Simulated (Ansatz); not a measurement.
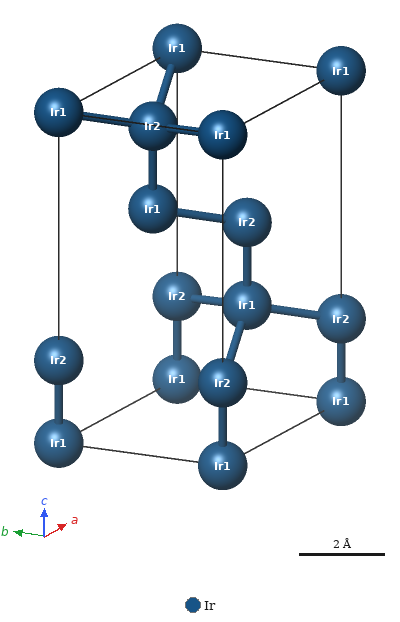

The structure (ball-and-stick view of the cell 3 times as large as that of the calculation, set on its symmetry axes, seen at an oblique angle; atoms are numbered from 1 in the order of the input). An atom can appear more than once, as a periodic image. Near neighbours in the periodic cell (some may lie outside the picture): Ir has 4 Ir at 2.31 to 2.44 Å.

## Mending a single-point calculation on Ir

System: Ir (R-3m, 2 atoms in the cell).
Method of the first run: DFT, PBE, all-electron LAPW (Ansatz 0.2.0).

Text and figures count atoms from 1; the logs count them from 0 in places.

**The input, the first run**
```yaml
crystal:
  lattice:
    - [-0.1113548921, 2.7281948571, 2.7281948571]
    - [2.7281948571, -0.1113548921, 2.7281948571]
    - [2.7281948571, 2.7281948571, -0.1113548921]
  atoms:
    - { symbol: Ir, position: [0.0, 0.0, 0.0] }
    - { symbol: Ir, position: [0.25, 0.25, 0.25] }
  symmetry: { detect: false }
kpoints:
  mp_grid: { grid: [12, 12, 12] }
scf:
  occupations: { method: fermi_dirac, width: 0.05 }
  convergence: { dr2_threshold: 1.0e-11 }
hamiltonian:
  xc: pbe
  pseudopotentials: { kind: all_electron, lapw: { basis_error: 0.00025 } }
output:
  forces: true
  stress: true
  eigenvalues: true
```

Launched with:
```bash
ansatz run input.yaml --threads 1 --pin off --max-ram 2048MiB --backend cpu --events-out ev --progress --plain --runs-dir out
```

Hardware: 1 thread of Arm Neoverse V2, 24 GiB of memory available, shared host.

**Output (the first run)**
```
LAPW: plane waves up to 11.321 Å⁻¹, error target 2.5e-4 eV per atom; small_component_spin mean_spin; Ir in spheres of 1.157 Å, 49 of its electrons in bands, Dirac shells [] (how accurate: hamiltonian.pseudopotentials.lapw.basis_error, Limitations)
Engine: ansatz 0.2.0, aarch64-unknown-linux-gnu
Pseudopotentials: kind: all_electron
Pseudopotential: Ir, LAPW, valence charge 49, lapw/all_electron/scalar/gaussian/Ir, Koelling and Harmon's equation, gaussian nucleus
Functional definition: PBE
  parameter kappa = 0.804
  parameter beta = 0.06672455060314922
  exchange = pbe_x(kappa = kappa, mu = beta*pi^2/3)
  correlation = pbe_c(beta = beta)
Error: memory limit exceeded: the `scf loop` phase needs 4.85 GiB against the run's memory maximum of 2.00 GiB; largest carriers: full-potential basis 1.75 GiB, full-potential states 1.52 GiB, wavefunctions 1.14 GiB, unmodelled-tail allowance 0.28 GiB, plane-wave basis 0.06 GiB; a smaller basis.ecutwfc or, where none is typed, a larger hamiltonian.pseudopotentials.lapw.basis_error lowers the `full-potential` rows, and so do fewer k-points and bands; a spill directory would not be enough: with 868 of 868 wavefunction blocks spilled the largest phase would still need 3.71 GiB
with nothing else changed it takes a maximum of at least 4.85 GiB, with nothing to spare, and 5.34 GiB leaves up to a tenth: --max-ram 5.34GiB where that set the maximum, else more of the term that did, and with no share typed, where 5.34 GiB is over 0.88 of the host's memory or its container's limit, a share of 0.88 or more that holds the maximum too (--max-ram-frac F), where one does; The budget is ten elevenths of this run's memory maximum, which was set by `override`, `--max-ram`. Only more of that lifts it, as far as the next of its terms, where there is one: `probe`, the memory found free on the host or within its container's limit (plus what this process already holds); `hard-limit-fraction`, `--max-ram-frac`'s share of the host's memory or its container's limit, at most the whole. Or run on fewer --threads (every phase holds memory for each worker), or reduce the deck (k-points, bands, cutoff, basis.xc_grid; a resume cannot: its deck is fixed); --dry-run prints the memory plan (there is none under scf.eigensolver.kind: dense, nor of a phonons: deck that is refused for the q-mesh of its integrals; under relax.cell it leaves out what runs after the relaxation; the manual's page Python interface lists what else it leaves out, under The engine at run.memory_plan())
```

**Diagnose this run and give a change of the input that cures it.**

Settings chosen away from the usual ones: crystal.symmetry = {"detect": false}, scf.convergence.dr2_threshold = 1e-11. The program refused the input: “memory limit exceeded: the `scf loop` phase needs 4.85 GiB against the run's memory maximum of 2.00 GiB; largest carriers: full-potential basis 1.75 GiB, full-potential states 1.52 GiB, wavefunctions 1.14 GiB, unmodelled-tail allowance 0.28 GiB, plane-wave basis 0.06 GiB …”

A run of the same system that converges differs from this input as follows (lines with − go, lines with + come):
```diff
-  symmetry: { detect: false }
-  convergence: { dr2_threshold: 1.0e-11 }
```

**Output, shortened to warnings, some set-up lines, iterations and results (the second run)**
```
Basis set: ecut = 488.3483090597581 eV, 1049 PW (Γ), exchange–correlation at level 2
Symmetry: 12 space group operations
k-points: 189 of 1728
Initial density: superposition of atomic densities (chi_scale 0.1, normalization cell)
[...]
SCF iter   1: F=—  HF=-970049.957385 eV  |F-HF|=—  |Δ(HF+E_count)|=         —  Δρ=3.57e-2  dr2=3.58e-1  ethr=3.64e-4  ⟨swp⟩=2.6  Hψ=67103  notcnv=0
SCF iter   2: F=—  HF=-970049.872729 eV  |F-HF|=—  |Δ(HF+E_count)|=   8.47e-2  Δρ=6.94e-3  dr2=1.99e-2  ethr=2.03e-5  ⟨swp⟩=2.0  Hψ=56840  notcnv=0
SCF iter   3: F=—  HF=-970049.864554 eV  |F-HF|=—  |Δ(HF+E_count)|=   8.18e-3  Δρ=3.30e-3  dr2=4.95e-3  ethr=2.03e-5  ⟨swp⟩=3.0  Hψ=35610  notcnv=0
SCF iter   4: F=—  HF=-970049.852728 eV  |F-HF|=—  |Δ(HF+E_count)|=         —  Δρ=1.60e-3  dr2=1.31e-3  ethr=5.05e-6  ⟨swp⟩=2.0  Hψ=32254  notcnv=0
SCF iter   5: F=—  HF=-970049.851428 eV  |F-HF|=—  |Δ(HF+E_count)|=   1.30e-3  Δρ=2.67e-4  dr2=1.69e-5  ethr=1.34e-6  ⟨swp⟩=2.0  Hψ=32261  notcnv=0
SCF iter   6: F=—  HF=-970049.851316 eV  |F-HF|=—  |Δ(HF+E_count)|=   1.12e-4  Δρ=7.62e-5  dr2=2.11e-6  ethr=1.73e-8  ⟨swp⟩=3.0  Hψ=33362  notcnv=0
SCF iter   7: F=-970049.851315 eV  HF=-970049.851315 eV  |F-HF|=8.57e-8  |Δ(HF+E_count)|=   5.24e-7  Δρ=1.61e-5  dr2=4.46e-8  ethr=2.15e-9  ⟨swp⟩=3.0  Hψ=33703  notcnv=0
SCF 1 converged in 7 iterations: F = -970049.851315 eV  dr2 = 4.46e-8
SCF converged after 7 iterations
Free energy (F): -970049.851315 eV
Harris-Foulkes:  -970049.851315 eV  (|F-HF|=8.57e-8)
Internal energy: -970049.834564 eV  (E = F + TS)
E sigma→0 (E₀):  -970049.842940 eV
Entropy (-TS):   -0.016751 eV (-8.376 meV/atom)
Fermi energy:    19.406014 eV
--- Per-component energies (eV) ---
  E_band       = -14976.883956
  E_kinetic    = 1097652.908607
  E_xc         = -18946.671520
  E_electrostatic = -2048756.071650  (all electrons and nuclei)
  E_smearing   = -0.016751  (= −TS)
  E_closure    = 0.000000  (closes the sum)
  E_atoms      = -970033.486421  (free atoms, spherical and without spin; not in F)
  Σ components = -970049.851315   (vs F -970049.851315, Δ=0.00e0)
  Basis errors (estimates in eV, not in F): energy 1.0e-4 per atom: plane waves 9.4e-5 (5.7e-5 summed), levels above the bands 8.5e-119, relativity 3.0e-8, radial functions 8.8e-6, core shells 1.6e-10; eigenvalues (radial functions only) 1.9e-7; not estimated: angular momenta, meshes, grids; target …
--- Forces (eV/Å), atoms counted from 1 ---
  atom   1  Ir    -0.85848221    -0.85848221    -0.85848221
  atom   2  Ir     0.85848221     0.85848221     0.85848221
  max |Σ_I F_I| component: 2.22e-16 eV/Å
--- Stress (GPa, compression-positive) ---
        1.325285       5.760118       5.760118
        5.760118       1.325285       5.760118
        5.760118       5.760118       1.325285
  P = ⅓ Tr σ = 1.3253 GPa (13.253 kbar)
```

**The two runs side by side**

| quantity | the first run | the second run |
| --- | --- | --- |
| outcome | refused | converged |
| free energy per atom (eV) | – | −485024.9257 |
| pressure (GPa) | – | 1.33 |
| volume per atom (Å³) | – | 21.55 |
| largest force (eV/Å) | – | 1.487 |
| SCF iterations | – | 7 |
| irreducible k-points | – | 189 |
| plane waves at Γ | – | 1049 |

Notes on the second run: Spin–orbit coupling is left out, which matters for Ir.
